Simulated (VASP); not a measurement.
# Run report: PtS₂, geometry relaxation (part 3 of 3)

Continued. System: PtS₂ (P-3m1, 3 atoms in the cell). Method: Kohn-Sham DFT of a periodic cell, PBE with D4, VASP PAW PBE potentials, recommended, no spin polarisation (VASP 6.6.1); cutoff 520 eV, 12×12×6 k-mesh, Gaussian smearing of 0.02 eV. The structure derives from an entry of the Crystallography Open Database.

Geometry of the input (Å; fractional positions):
```
3.5791  -0.0000  -0.0000
-1.7896  3.0996  -0.0000
0.0000  -0.0000  4.6955
Pt 0.0000  0.0000  1.0000
S  0.3333  0.6667  0.2570
S  0.6667  0.3333  0.7430
```

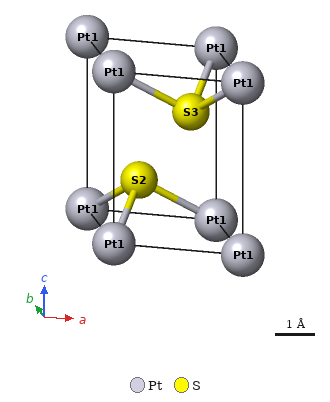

Figure 1. The geometry at step 8 of the log (ball-and-stick view of the cell of the calculation, seen slightly off an axis; atoms are numbered from 1 in the order of the input).

Parts of OUTCAR, continued
```
 -----------------------------------------------------------------------------------
    total drift:                               -0.000000     -0.000000      0.000000

  FREE ENERGIE OF THE ION-ELECTRON SYSTEM (eV)
  ---------------------------------------------------
  free  energy   TOTEN  =       -16.7111247087 eV

  energy  without entropy=      -16.7111247086  energy(sigma->0) =      -16.71112471

--------------------------------------- Ionic step       15  -------------------------------------------

 number of electron      21.9999996 magnetization

------------------------ aborting loop because EDIFF is reached ----------------------------------------

  DFT-D4 for vdW energy calculation

  Edisp (eV):   -1.38860

  FORCE on cell =-STRESS in cart. coord.  units (eV):
  Direction    XX          YY          ZZ          XY          YZ          ZX
  --------------------------------------------------------------------------------------
  -------------------------------------------------------------------------------------
  Total      -0.00329    -0.00329     0.00530     0.00000     0.00000     0.00000
  in kB      -0.10132    -0.10132     0.16313     0.00000     0.00000     0.00000
  external pressure =       -0.01 kB  Pullay stress =        0.00 kB

 VOLUME and BASIS-vectors are now :
 -----------------------------------------------------------------------------
  energy-cutoff  :      520.00
  volume of cell :       52.05
      direct lattice vectors                 reciprocal lattice vectors
     3.579879608  0.000000000  0.000000000     0.279339003  0.161276449 -0.000000000
    -1.789939804  3.100266682 -0.000000000    -0.000000000  0.322552897 -0.000000000
     0.000000000  0.000000000  4.689886911    -0.000000000  0.000000000  0.213224758

 POSITION                                       TOTAL-FORCE (eV/Angst)
 -----------------------------------------------------------------------------------
      0.00000      0.00000      0.00000        -0.000000      0.000000     -0.000000
     -0.00000      2.06684      1.20608         0.000000      0.000000      0.002811
      1.78994      1.03342      3.48381        -0.000000     -0.000000     -0.002811
 -----------------------------------------------------------------------------------
    total drift:                               -0.000000     -0.000000     -0.000000

  FREE ENERGIE OF THE ION-ELECTRON SYSTEM (eV)
  ---------------------------------------------------
  free  energy   TOTEN  =       -16.7111250193 eV

  energy  without entropy=      -16.7111250192  energy(sigma->0) =      -16.71112502

--------------------------------------- Ionic step       16  -------------------------------------------

 number of electron      21.9999996 magnetization

 Free energy of the ion-electron system (eV)
  ---------------------------------------------------
  ext. energy  EPLUGINS =         0.00000000
  ---------------------------------------------------
  free energy    TOTEN  =       -15.32244217 eV

  energy without entropy =      -15.32244217  energy(sigma->0) =      -15.32244217

 E-fermi :   7.9851     XC(G=0): -11.0152     alpha+bet :-12.6785

 val. band max:        7.9153499055   @ k =   0.0000   0.0000   0.0000
 cond. band min:       8.0596462872   @ k =   0.1667   0.1667   0.5000
 fundamental gap:      0.1442963817
 Fermi energy:         7.9850937685

 k-point     1 :       0.0000    0.0000    0.0000
  band No.  band energies     occupation
      1      -8.0285      2.00000
      2      -4.6455      2.00000
      3       0.2939      2.00000
      4       0.8295      2.00000
      5       0.8295      2.00000
      6       3.6678      2.00000
      7       3.6678      2.00000
      8       5.4204      2.00000
      9       6.3126      2.00000
     10       6.3126      2.00000
     11       7.9153      2.00000
     12       9.1104      0.00000
     13       9.1104      0.00000
     14      11.5740      0.00000
     15      12.9250      0.00000

 k-point     2 :       0.0833   -0.0000    0.0000
  band No.  band energies     occupation
      1      -7.9414      2.00000
      2      -4.7079      2.00000
      3       0.3910      2.00000
      4       0.8876      2.00000
      5       0.9240      2.00000
      6       3.5406      2.00000
      7       3.5985      2.00000
      8       5.1876      2.00000
      9       6.1970      2.00000
     10       6.2786      2.00000
     11       7.6680      2.00000
     12       9.0922      0.00000
     13       9.1298      0.00000
     14      12.0749      0.00000
     15      13.2733      0.00000

 k-point     3 :       0.1667    0.0000    0.0000
  band No.  band energies     occupation
      1      -7.6885      2.00000
      2      -4.8739      2.00000
      3       0.6651      2.00000
      4       1.0487      2.00000
      5       1.1887      2.00000
      6       3.0986      2.00000
      7       3.4450      2.00000
      8       4.6725      2.00000
      9       5.9911      2.00000
     10       6.1126      2.00000
     11       7.0741      2.00000
     12       9.1831      0.00000
     13       9.2492      0.00000
     14      12.9303      0.00000
     15      13.8977      0.00000

 k-point     4 :       0.2500    0.0000    0.0000
  band No.  band energies     occupation
      1      -7.2971      2.00000
      2      -5.0972      2.00000
      3       1.0392      2.00000
      4       1.2691      2.00000
      5       1.5571      2.00000
      6       2.3794      2.00000
      7       3.3246      2.00000
      8       4.2909      2.00000
      9       5.7176      2.00000
     10       5.7542      2.00000
     11       6.4012      2.00000
     12       9.2161      0.00000
     13       9.5130      0.00000
     14      13.0470      0.00000
     15      14.5971      0.00000

 k-point     5 :       0.3333   -0.0000    0.0000
  band No.  band energies     occupation
      1      -6.8186      2.00000
      2      -5.3406      2.00000
      3       1.0151      2.00000
      4       1.4719      2.00000
      5       1.7307      2.00000
      6       2.3688      2.00000
      7       3.3565      2.00000
      8       4.0756      2.00000
      9       5.2527      2.00000
     10       5.3028      2.00000
     11       5.7880      2.00000
     12       9.0143      0.00000
     13       9.8362      0.00000
     14      12.9597      0.00000
     15      14.8482      0.00000

 [... the levels of 18 k-points are left out ...]

 k-point    24 :       0.0000    0.1667    0.1667
  band No.  band energies     occupation
      1      -7.5747      2.00000
      2      -5.1033      2.00000
      3       0.5537      2.00000
      4       1.0142      2.00000
      5       1.6044      2.00000
      6       2.9182      2.00000
      7       3.4797      2.00000
      8       4.6336      2.00000
      9       5.8640      2.00000
     10       6.3716      2.00000
     11       7.6754      2.00000
     12       8.7383      0.00000
     13       8.9110      0.00000
     14      12.7793      0.00000
     15      13.5711      0.00000

 [... further k-points ...]

------------------------ aborting loop because EDIFF is reached ----------------------------------------

  DFT-D4 for vdW energy calculation

  Edisp (eV):   -1.38868

  FORCE on cell =-STRESS in cart. coord.  units (eV):
  Direction    XX          YY          ZZ          XY          YZ          ZX
  --------------------------------------------------------------------------------------
  -------------------------------------------------------------------------------------
  Total      -0.00449    -0.00449    -0.00064     0.00000     0.00000     0.00000
  in kB      -0.13829    -0.13829    -0.01961     0.00000     0.00000     0.00000
  external pressure =       -0.10 kB  Pullay stress =        0.00 kB

 VOLUME and BASIS-vectors are now :
 -----------------------------------------------------------------------------
  energy-cutoff  :      520.00
  volume of cell :       52.05
      direct lattice vectors                 reciprocal lattice vectors
     3.579746082  0.000000000  0.000000000     0.279349422  0.161282464 -0.000000000
    -1.789873041  3.100151045 -0.000000000    -0.000000000  0.322564928 -0.000000000
     0.000000000  0.000000000  4.689969988    -0.000000000  0.000000000  0.213220981

 POSITION                                       TOTAL-FORCE (eV/Angst)
 -----------------------------------------------------------------------------------
     -1.78987      3.10015      4.68997         0.000000      0.000000     -0.000000
     -0.00000      2.06677      1.20626        -0.000000      0.000000      0.000730
      1.78987      1.03338      3.48371        -0.000000     -0.000000     -0.000730
 -----------------------------------------------------------------------------------
    total drift:                                0.000000      0.000000     -0.000000

  FREE ENERGIE OF THE ION-ELECTRON SYSTEM (eV)
  ---------------------------------------------------
  free  energy   TOTEN  =       -16.7111256200 eV

  energy  without entropy=      -16.7111256199  energy(sigma->0) =      -16.71112562

 reached required accuracy - stopping structural energy minimisation
```

CONTCAR
```
PtS2
   1.00000000000000
     3.5797460816181959    0.0000000000000000    0.0000000000000000
    -1.7898730408090979    3.1001510450582472   -0.0000000000000000
     0.0000000000000000    0.0000000000000001    4.6899699875718621
  Pt              S
     1     2
Direct
     0.0000000000000000    1.0000000000000000    1.0000000000000000
     0.3333333300000021    0.6666666699999979    0.2572004016261124
     0.6666666699999979    0.3333333300000021    0.7427995983738876

  0.00000000E+00  0.00000000E+00  0.00000000E+00
  0.00000000E+00  0.00000000E+00  0.00000000E+00
  0.00000000E+00  0.00000000E+00  0.00000000E+00
```

Trajectory as extended XYZ (Å, eV, eV/Å), 16 frames, from step=0 to step=15
```
3
Lattice="3.5791 0.0000 0.0000 -1.7896 3.0996 0.0000 0.0000 0.0000 4.6955" Properties=species:S:1:pos:R:3:forces:R:3 step=0 energy=-16.71112
Pt    0.0000    0.0000    0.0000    0.0000   0.0000   0.0000
S     0.0000    2.0664    1.2068    0.0000   0.0000   0.0019
S     1.7896    1.0332    3.4887    0.0000   0.0000  -0.0019
3
Lattice="3.5795 0.0000 0.0000 -1.7897 3.0999 0.0000 0.0000 0.0000 4.6952" Properties=species:S:1:pos:R:3:forces:R:3 step=1 energy=-16.71112
Pt    3.5795    0.0000    0.0000    0.0000   0.0000   0.0000
S     0.0000    2.0666    1.2068    0.0000   0.0000  -0.0006
S     1.7897    1.0333    3.4884    0.0000   0.0000   0.0006
3
Lattice="3.5794 0.0000 0.0000 -1.7897 3.0998 0.0000 0.0000 0.0000 4.6953" Properties=species:S:1:pos:R:3:forces:R:3 step=2 energy=-16.71112
Pt    0.0000    0.0000    0.0000    0.0000   0.0000   0.0000
S     0.0000    2.0665    1.2068    0.0000   0.0000  -0.0002
S     1.7897    1.0333    3.4885    0.0000   0.0000   0.0002
3
Lattice="3.5793 0.0000 0.0000 -1.7896 3.0997 0.0000 0.0000 0.0000 4.6954" Properties=species:S:1:pos:R:3:forces:R:3 step=3 energy=-16.71112
Pt    0.0000    0.0000    0.0000    0.0000   0.0000   0.0000
S     0.0000    2.0665    1.2068    0.0000   0.0000   0.0008
S     1.7896    1.0332    3.4886    0.0000   0.0000  -0.0008
3
Lattice="3.5794 0.0000 0.0000 -1.7897 3.0998 0.0000 0.0000 0.0000 4.6949" Properties=species:S:1:pos:R:3:forces:R:3 step=4 energy=-16.71112
Pt   -1.7897    3.0998    4.6949    0.0000   0.0000   0.0000
S     0.0000    2.0665    1.2067    0.0000   0.0000   0.0010
S     1.7897    1.0333    3.4882    0.0000   0.0000  -0.0010
3
Lattice="3.5796 0.0000 0.0000 -1.7898 3.1000 0.0000 0.0000 0.0000 4.6937" Properties=species:S:1:pos:R:3:forces:R:3 step=5 energy=-16.71112
Pt    0.0000    0.0000    0.0000    0.0000   0.0000   0.0000
S     0.0000    2.0667    1.2065    0.0000   0.0000   0.0011
S     1.7898    1.0333    3.4871    0.0000   0.0000  -0.0011
3
Lattice="3.5801 0.0000 0.0000 -1.7901 3.1005 0.0000 0.0000 0.0000 4.6911" Properties=species:S:1:pos:R:3:forces:R:3 step=6 energy=-16.71112
Pt   -1.7901    3.1005    4.6911    0.0000   0.0000   0.0000
S     0.0000    2.0670    1.2062    0.0000   0.0000   0.0014
S     1.7901    1.0335    3.4849    0.0000   0.0000  -0.0014
3
Lattice="3.5800 0.0000 0.0000 -1.7900 3.1004 0.0000 0.0000 0.0000 4.6906" Properties=species:S:1:pos:R:3:forces:R:3 step=7 energy=-16.71112
Pt    0.0000    0.0000    0.0000    0.0000   0.0000   0.0000
S     0.0000    2.0669    1.2061    0.0000   0.0000   0.0026
S     1.7900    1.0335    3.4845    0.0000   0.0000  -0.0026
3
Lattice="3.5800 0.0000 0.0000 -1.7900 3.1003 0.0000 0.0000 0.0000 4.6901" Properties=species:S:1:pos:R:3:forces:R:3 step=8 energy=-16.71112
Pt    0.0000    0.0000    4.6901    0.0000   0.0000   0.0000
S     0.0000    2.0669    1.2061    0.0000   0.0000   0.0036
S     1.7900    1.0334    3.4840    0.0000   0.0000  -0.0036
3
Lattice="3.5799 0.0000 0.0000 -1.7900 3.1003 0.0000 0.0000 0.0000 4.6899" Properties=species:S:1:pos:R:3:forces:R:3 step=9 energy=-16.71112
Pt    0.0000    0.0000    0.0000    0.0000   0.0000   0.0000
S     0.0000    2.0669    1.2060    0.0000   0.0000   0.0037
S     1.7900    1.0334    3.4839    0.0000   0.0000  -0.0037
3
Lattice="3.5799 0.0000 0.0000 -1.7899 3.1003 0.0000 0.0000 0.0000 4.6896" Properties=species:S:1:pos:R:3:forces:R:3 step=10 energy=-16.71112
Pt    0.0000    0.0000    4.6896    0.0000   0.0000   0.0000
S     0.0000    2.0668    1.2060    0.0000   0.0000   0.0046
S     1.7899    1.0334    3.4836    0.0000   0.0000  -0.0046
3
Lattice="3.5799 0.0000 0.0000 -1.7899 3.1003 0.0000 0.0000 0.0000 4.6897" Properties=species:S:1:pos:R:3:forces:R:3 step=11 energy=-16.71112
Pt    0.0000    0.0000    0.0000    0.0000   0.0000   0.0000
S     0.0000    2.0669    1.2060    0.0000   0.0000   0.0042
S     1.7899    1.0334    3.4837    0.0000   0.0000  -0.0042
3
Lattice="3.5799 0.0000 0.0000 -1.7900 3.1003 0.0000 0.0000 0.0000 4.6898" Properties=species:S:1:pos:R:3:forces:R:3 step=12 energy=-16.71112
Pt    0.0000    0.0000    0.0000    0.0000   0.0000   0.0000
S     0.0000    2.0669    1.2060    0.0000   0.0000   0.0039
S     1.7900    1.0334    3.4838    0.0000   0.0000  -0.0039
3
Lattice="3.5799 0.0000 0.0000 -1.7900 3.1003 0.0000 0.0000 0.0000 4.6899" Properties=species:S:1:pos:R:3:forces:R:3 step=13 energy=-16.71112
Pt    0.0000    0.0000    0.0000    0.0000   0.0000   0.0000
S     0.0000    2.0669    1.2060    0.0000   0.0000   0.0038
S     1.7900    1.0334    3.4838    0.0000   0.0000  -0.0038
3
Lattice="3.5799 0.0000 0.0000 -1.7899 3.1003 -0.0000 0.0000 0.0000 4.6899" Properties=species:S:1:pos:R:3:forces:R:3 step=14 energy=-16.71113
Pt    0.0000    0.0000    0.0000    0.0000   0.0000   0.0000
S     0.0000    2.0668    1.2061    0.0000   0.0000   0.0028
S     1.7899    1.0334    3.4838    0.0000   0.0000  -0.0028
3
Lattice="3.5797 0.0000 0.0000 -1.7899 3.1002 -0.0000 0.0000 0.0000 4.6900" Properties=species:S:1:pos:R:3:forces:R:3 step=15 energy=-16.71113
Pt   -1.7899    3.1002    4.6900    0.0000   0.0000   0.0000
S     0.0000    2.0668    1.2063    0.0000   0.0000   0.0007
S     1.7899    1.0334    3.4837    0.0000   0.0000  -0.0007
```
